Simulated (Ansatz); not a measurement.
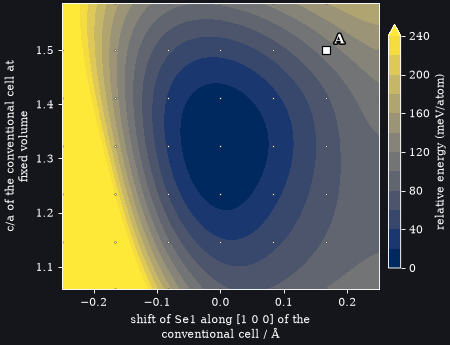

Se (P3_121, No. 152; 3 atoms in the cell). The energy is mapped over a free internal coordinate and the cell. The first coordinate is: shift of Se1 along [1 0 0] of the conventional cell, Cartesian (1 0 0), its symmetry partners moved as symmetry demands (measured in the relaxed cell); the second: c/a of the conventional cell at fixed volume. Nothing is relaxed (all other coordinates fixed). The grid has 7 × 7 points. Points are written as (first, second). All energies are given in meV/atom relative to the lowest grid point. The band gap closes in part of the range. Level of theory: Ansatz 0.2.0, DFT PBEsol+D3(BJ), scalar-relativistic, plane waves, PAW. Settings: cutoff 420 eV, k-mesh 12×12×8 in the order of the run's cell vectors, gaussian smearing 0.03 eV, no spin polarisation.

In the figure: filled contours, dots at the grid points, one colour for all values above the top of the scale, the point A. Between grid points the surface is interpolated.

Is A at rest? If not, where is it pushed?

A, at (0.167 Å, 1.499), is not a stationary point. The computed force is 480 meV/atom for each Å towards smaller values of the first coordinate and 490 meV/atom for each unit towards smaller values of the second coordinate.
